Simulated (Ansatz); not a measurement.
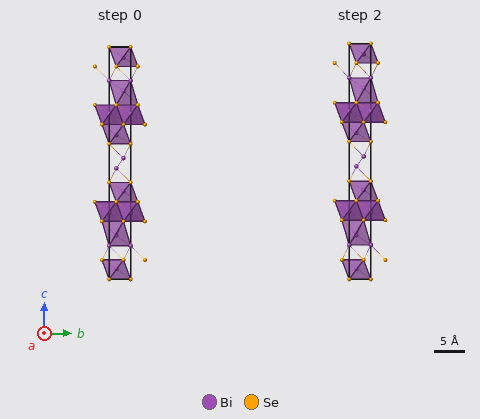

The structure of crystalline Bi4Se3 (set up in R-3m) before (left) and after (right) a relaxation, at one scale.

A polyhedral model of the conventional cell (3 times the calculation's cell), seen along the a axis. Lengths and directions refer to the drawn axes.

Level of theory: DFT r2SCAN, scalar-relativistic, plane waves, PAW (Ansatz 0.2.0).

Input
```yaml
crystal:
  lattice:
    - [2.1350003304, 1.2326430154, 13.33333]
    - [-2.1350003304, 1.2326430154, 13.33333]
    - [0.0, -2.4652860309, 13.33333]
  atoms:
    - { symbol: Bi, position: [0.1445, 0.1445, 0.1445] }
    - { symbol: Bi, position: [0.8555, 0.8555, 0.8555] }
    - { symbol: Bi, position: [0.287, 0.287, 0.287] }
    - { symbol: Bi, position: [0.713, 0.713, 0.713] }
    - { symbol: Se, position: [0.417, 0.417, 0.417] }
    - { symbol: Se, position: [0.583, 0.583, 0.583] }
    - { symbol: Se, position: [0.0, 0.0, 0.0] }
basis:
  ecutwfc: 500
kpoints:
  mp_grid: { grid: [12, 12, 12] }
hamiltonian:
  xc: r2scan
scf:
  occupations: { method: gaussian, width: 0.01 }
output:
  forces: true
  stress: true
  eigenvalues: true
  write_density: true
  write_potential: true
  elf: true
  volumetric_format: npy
relax:
  adjacent_minimum: "off"
  f_tol: 0.005
  max_steps: 80
  cell: { stress_tol: 0.05 }
```

Launched with:
```bash
ansatz run input.yaml --threads 2 --pin off --max-ram 5120MiB --backend cpu --events-out ev --progress --plain --runs-dir out
```

Q: Summarise the run.

A: The run was cut off at its time limit before the relaxation converged, so the last structure is only a point on the way. Over 2 geometry steps the energy falls by 8.1 meV per atom. Largest force component: 0.42 eV/Å at the start, 0.11 eV/Å at the end. The pressure goes from 1.21 to −0.02 GPa. The largest moves relative to the cell, 0.048 Å, are those of Bi1, Bi2, Se5 and Se6. Bi2 goes along −c. By element the largest moves are Bi 0.048 Å, Se 0.048 Å. Cell: a = b 4.270 → 4.311 Å (+1.0 %), c 40.000 → 40.596 Å (+1.5 %). Volume +3.5 %. Some distances before and after: Bi1–Se5 3.464 → 3.575 Å, Bi3–Se6 2.882 → 2.906 Å, Bi1–Bi2 3.037 → 3.016 Å, Bi3–Se7 3.084 → 3.101 Å. The space group stays R-3m (No. 166).
